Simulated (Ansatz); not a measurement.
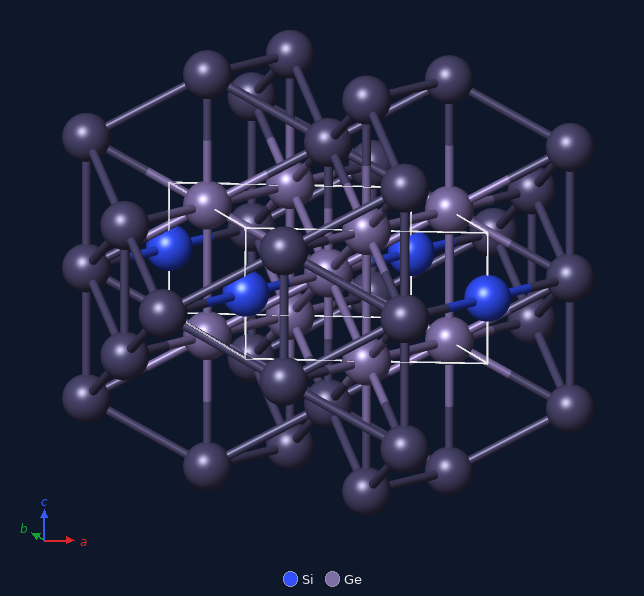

View slightly off an axis, drawn as a ball-and-stick model. The simulation cell is outlined; an atom on or near a face, edge or corner is repeated at each equivalent position. Atoms just outside the outline that bond to atoms inside are added, in fainter colours.

Here is the input:
```yaml
crystal:
  lattice:
    - [2.8688344615, -4.4449765756, 0.0]
    - [2.8688344615, 4.4449765756, 0.0]
    - [0.0, 0.0, 2.8962093432]
  atoms:
    - { symbol: Si, position: [0.0, 0.0, 0.5] }
    - { symbol: Ge, position: [0.0, 0.5, 0.0] }
    - { symbol: Ge, position: [0.5, 0.5, 0.5] }
    - { symbol: Ge, position: [0.5, 0.0, 0.0] }
basis:
  ecutwfc: 420
kpoints:
  mp_grid: { grid: [10, 10, 16] }
  band_path:
    path:
      - [[0.0, 0.0, 0.0], [-0.5, 0.5, 0.0], [-0.35413867, 0.64586133, 0.0]]
      - [[0.35413867, 0.35413867, 0.0], [0.0, 0.0, 0.0], [0.0, 0.0, 0.5], [0.35413867, 0.35413867, 0.5]]
      - [[-0.35413867, 0.64586133, 0.5], [-0.5, 0.5, 0.5], [-0.5, 0.5, 0.0]]
      - [[0.0, 0.0, 0.0], [0.0, 0.5, 0.0], [0.0, 0.5, 0.5], [0.0, 0.0, 0.5], [-0.5, 0.5, 0.5]]
    npoints: 14
hamiltonian:
  xc: pbe
scf:
  occupations: { method: gaussian, width: 0.1 }
  n_extra_bands: 10
output:
  forces: true
  stress: true
  eigenvalues: true
  populations: true
  dos: { projected: true, de: 0.02, nscf_kmesh: { grid: [12, 12, 20] } }
  bader: true
  write_density: true
  write_potential: true
  elf: true
  volumetric_format: npy
```
Run as:
```sh
ansatz run input.yaml --threads 1 --pin off --max-ram 2560MiB --backend cpu --events-out ev --progress --plain --runs-dir out
```

Setup: Ansatz, DFT PBE, scalar-relativistic, plane waves, PAW; plane-wave cutoff 420 eV, the zone sampled with 10×10×16 points, Gaussian smearing of 0.1 eV, no spin polarisation.

How charged are the atoms, by the Bader scheme?

Answer. Si -0.06 e; Ge +0.02 e. Little charge moves, as in a metallic or covalent solid.

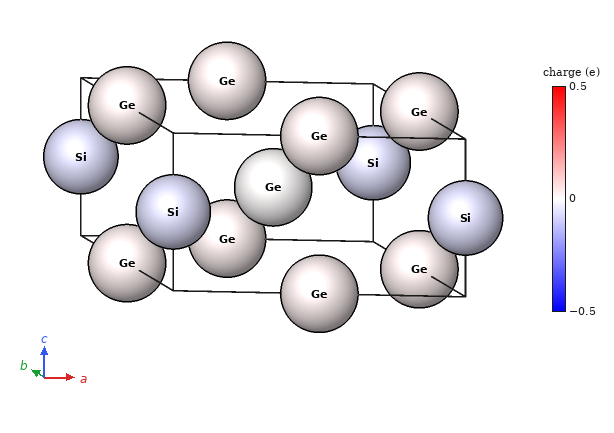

The atoms coloured by those charges.

The cell started as a structure type filled with these elements by a generator (whether the compound takes this form wasn't checked). Earlier steps of the study may have refined or changed the cell and positions. It went into a calculation with Ansatz.
